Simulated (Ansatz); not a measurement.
**Run report: Zn$_{16}$HO$_{16}$, geometry relaxation (part 6 of 6)**

Continued. System: Zn$_{16}$HO$_{16}$ (slab, 33 atoms in the cell). Method: DFT PBE+D3(BJ), scalar-relativistic, plane waves, PAW, spin-polarised (Ansatz 0.2.0); cutoff 420 eV, 6×6×1 k-mesh, Gaussian smearing of 0.05 eV, collinear spins. The structure derives from an entry of the Crystallography Open Database. The input holds or restrains some coordinates. Forces given for the steps count only the free coordinates.

### Trajectory as extended XYZ, continued
```
33
Lattice="6.5097 0.0000 0.0000 -3.2549 5.6376 0.0000 0.0000 0.0000 27.5208" Properties=species:S:1:pos:R:3:forces:R:3 step=6 energy=-62202.27474
O     1.6274    0.9396    8.5000   -0.0186  -0.0107   1.4496
O     0.0000    3.7584    8.5000    0.0000   0.0000   1.4558
O     4.8823    0.9396    8.5000    0.0186  -0.0107   1.4496
O     3.2549    3.7584    8.5000    0.0000   0.0214   1.4496
Zn    0.0000    1.8792    9.1366    0.0000   0.0055  -2.1263
Zn   -1.6274    4.6980    9.1366    0.0047  -0.0027  -2.1263
Zn    3.2549    1.8792    9.1366    0.0000   0.0000  -2.0351
Zn    1.6274    4.6980    9.1366   -0.0047  -0.0027  -2.1263
O     0.0000    1.8792   11.1281    0.0000   0.1944   1.5769
O    -1.6274    4.6980   11.1281    0.1683  -0.0972   1.5769
O     3.2549    1.8792   11.1281    0.0000   0.0000   1.3527
O     1.6274    4.6980   11.1281   -0.1683  -0.0972   1.5769
Zn    1.6274    0.9396   11.7647    0.0626   0.0361  -0.9701
Zn    0.0000    3.7584   11.7647    0.0000   0.0000  -0.8581
Zn    4.8823    0.9396   11.7647   -0.0626   0.0361  -0.9701
Zn    3.2549    3.7584   11.7647    0.0000  -0.0723  -0.9701
O     1.6470    0.9509   13.8092   -0.0150  -0.0087   0.0780
O     0.0000    3.7584   14.1971    0.0000   0.0000  -0.0542
O     4.8627    0.9509   13.8092    0.0150  -0.0087   0.0780
O     3.2549    3.7358   13.8092    0.0000   0.0173   0.0780
Zn    0.0000    1.8207   14.3860    0.0000  -0.0516  -0.0343
Zn   -1.6781    4.7272   14.3860   -0.0447   0.0258  -0.0343
Zn    3.2549    1.8792   14.2862    0.0000   0.0000   0.1496
Zn    1.6781    4.7272   14.3860    0.0447   0.0258  -0.0343
O     0.0000    1.9106   17.0564    0.0000  -0.0961  -0.0046
O    -1.6003    4.6823   17.0564   -0.0832   0.0480  -0.0046
O     3.2549    1.8792   16.4545    0.0000   0.0000  -0.1587
O     1.6003    4.6823   17.0564    0.0832   0.0480  -0.0046
Zn    1.5823    0.9136   16.7472    0.0222   0.0128   0.1208
Zn    0.0000    3.7584   17.0155    0.0000   0.0000   0.1209
Zn    4.9274    0.9136   16.7472   -0.0222   0.0128   0.1208
Zn    3.2549    3.8105   16.7472    0.0000  -0.0257   0.1208
H     3.2549    5.6376   15.5162    0.0000   0.0000  -0.2432
33
Lattice="6.5097 0.0000 0.0000 -3.2549 5.6376 0.0000 0.0000 0.0000 27.5208" Properties=species:S:1:pos:R:3:forces:R:3 step=11 energy=-62202.31877
O     1.6274    0.9396    8.5000   -0.0208  -0.0120   1.4327
O     0.0000    3.7584    8.5000    0.0000   0.0000   1.4453
O     4.8823    0.9396    8.5000    0.0208  -0.0120   1.4327
O     3.2549    3.7584    8.5000    0.0000   0.0240   1.4327
Zn    0.0000    1.8792    9.1366    0.0000   0.0030  -2.1070
Zn   -1.6274    4.6980    9.1366    0.0026  -0.0015  -2.1070
Zn    3.2549    1.8792    9.1366    0.0000   0.0000  -1.9956
Zn    1.6274    4.6980    9.1366   -0.0026  -0.0015  -2.1070
O     0.0000    1.8792   11.1281    0.0000   0.1680   1.5629
O    -1.6274    4.6980   11.1281    0.1455  -0.0840   1.5629
O     3.2549    1.8792   11.1281    0.0000   0.0000   1.2987
O     1.6274    4.6980   11.1281   -0.1455  -0.0840   1.5629
Zn    1.6274    0.9396   11.7647    0.1232   0.0711  -0.8757
Zn    0.0000    3.7584   11.7647    0.0000   0.0000  -0.7809
Zn    4.8823    0.9396   11.7647   -0.1232   0.0711  -0.8757
Zn    3.2549    3.7584   11.7647    0.0000  -0.1423  -0.8757
O     1.6579    0.9572   13.8216   -0.0085  -0.0049   0.0148
O     0.0000    3.7584   14.1439    0.0000   0.0000   0.0081
O     4.8518    0.9572   13.8216    0.0085  -0.0049   0.0148
O     3.2549    3.7232   13.8216    0.0000   0.0098   0.0148
Zn    0.0000    1.8200   14.3647    0.0000  -0.0196  -0.0170
Zn   -1.6787    4.7276   14.3647   -0.0169   0.0098  -0.0170
Zn    3.2549    1.8792   14.3762    0.0000   0.0000   0.0285
Zn    1.6787    4.7276   14.3647    0.0169   0.0098  -0.0170
O     0.0000    1.9018   17.2032    0.0000   0.0040   0.0013
O    -1.6078    4.6867   17.2032    0.0034  -0.0020   0.0013
O     3.2549    1.8792   16.4957    0.0000   0.0000  -0.0079
O     1.6078    4.6867   17.2032   -0.0034  -0.0020   0.0013
Zn    1.5833    0.9141   16.8756   -0.0124  -0.0071  -0.0089
Zn    0.0000    3.7584   17.2407    0.0000   0.0000   0.0011
Zn    4.9264    0.9141   16.8756    0.0124  -0.0071  -0.0089
Zn    3.2549    3.8094   16.8756    0.0000   0.0143  -0.0089
H     3.2549    5.6376   15.5098    0.0000   0.0000  -0.0067
```

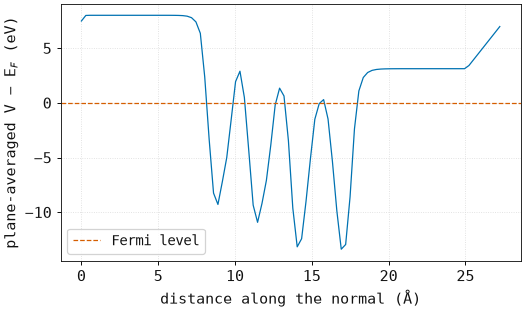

Figure 1. Plane average of the electrostatic potential energy of an electron across the cell, from the Fermi level. The vacuum level lies 3.12 eV above the Fermi level on the upper side and 8.00 eV on the lower.

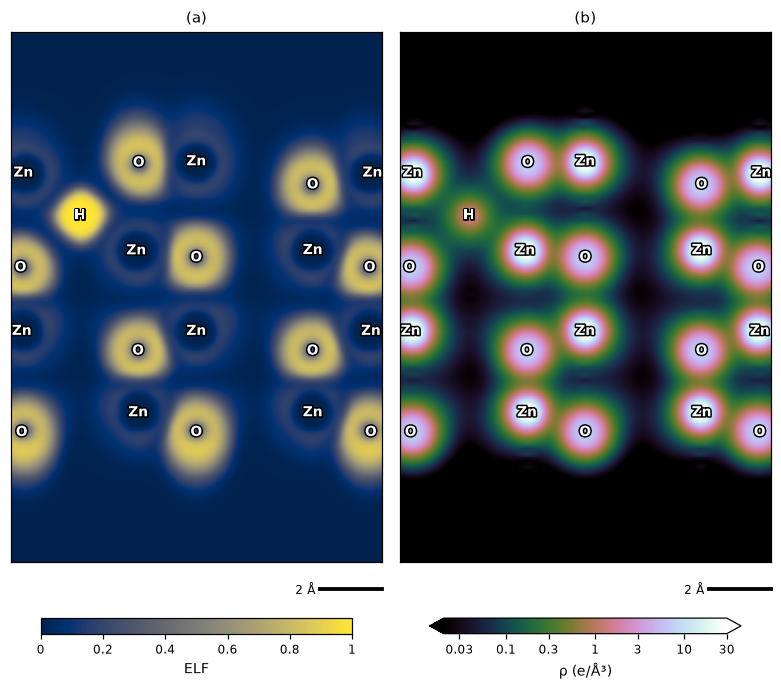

Figure 2. (a) electron localisation function; (b) valence charge density (pseudo) on the (110) plane of the calculation cell, a cut from vacuum to vacuum. Zn–O (1.86 Å): ρ at the midpoint is about 0.79 e/Å³; the ELF is about 0.30 at the midpoint (no shared pair; the contact is polar). Zn–O (1.93 Å): ρ at the midpoint is about 0.67 e/Å³; the ELF is about 0.25 at the midpoint (no shared pair; the contact is polar). Zn–O (1.97 Å): ρ is about 0.61 e/Å³ halfway; the ELF is about 0.25 at the midpoint (no shared pair; the contact is polar). Zn–O (2.06 Å): ρ is about 0.52 e/Å³ halfway; the ELF is about 0.20 at the midpoint; no shared pair; the contact is polar. The density dies away to nearly zero in the vacuum. In a PAW calculation such maps are meaningful between the atoms, not at the nuclei.

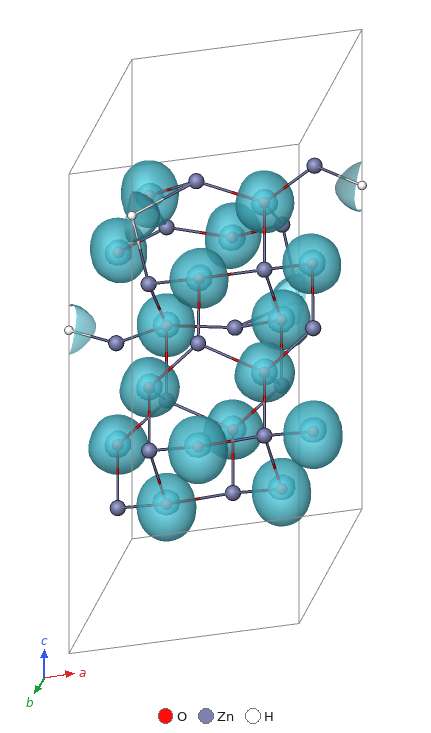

Figure 3. Isosurface of the electron localisation function at 0.7 (cyan), seen at an oblique angle. Only the valence region is drawn (cores and ρ < 0.01 e/Å³ removed). Sticks mark near contacts. Values along the shortest contacts: Zn–O (1.86 Å): the ELF is about 0.30 at the midpoint; a polar contact without a shared pair, in a metal.

### Key numbers

- outcome: converged under the restraints of the input
- electrons treated: 289
- free energy: −62202.3188 eV
- work function, top face: 3.12 eV
- work function, bottom face: 8.00 eV
- Fermi energy: −0.236 eV
- gap on the k-point mesh: none (metallic)
- net moment of the cell: 0.00 μB
- integrated absolute moment: 0.00 μB
- final volume: 1009.98 Å³
- work function (upper face): 3.12 eV
- largest force (length of the vector) at the end, held atoms and coordinates included: 2.107 eV/Å
- wall time: 22 min (CPU time 2.7 h)
- peak memory: 6.8 GiB

### Remarks

The electronic state found may not be the lowest one. Notes on the run: a screening estimate came out negative during mixing; some starting moments were not kept; the exchange-correlation potential is rough where the density is thin.
